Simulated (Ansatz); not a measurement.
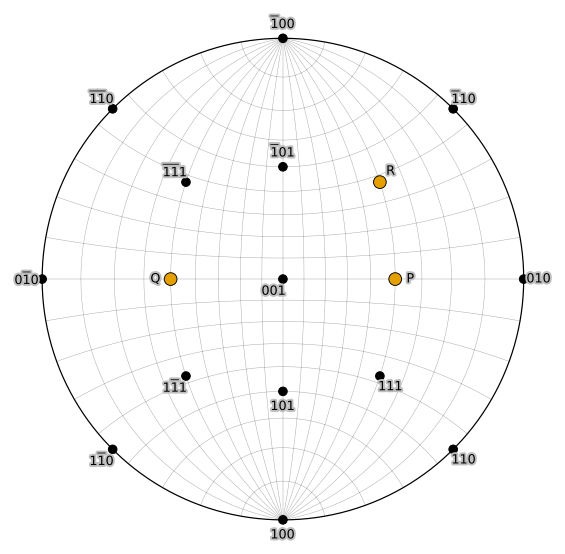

For Ge, the input geometry of an electronic-structure calculation (not necessarily at equilibrium): stereographic projection of plane normals (upper hemisphere) centred on (0 0 1). The drawing is computed from the coordinates (standard cell, symmetry found to 0.002 Å).

a = 6.000 Å, b = 6.000 Å, c = 7.152 Å, α = 90.00°, β = 90.00°, γ = 90.00°.

Q: Index the poles marked P, Q, R.

A: P is (0 1 1), 50.0° from the centre; Q is (0 −1 1), 50.0° from the centre; R is (−1 1 1), 59.3° from the centre.

Q: What is the angle between the normals of (1 1 1) and (0 −1 0), and what are their d_hkl = 1/|g|?

A: 127.5°; d = 3.649 Å and 6.000 Å.
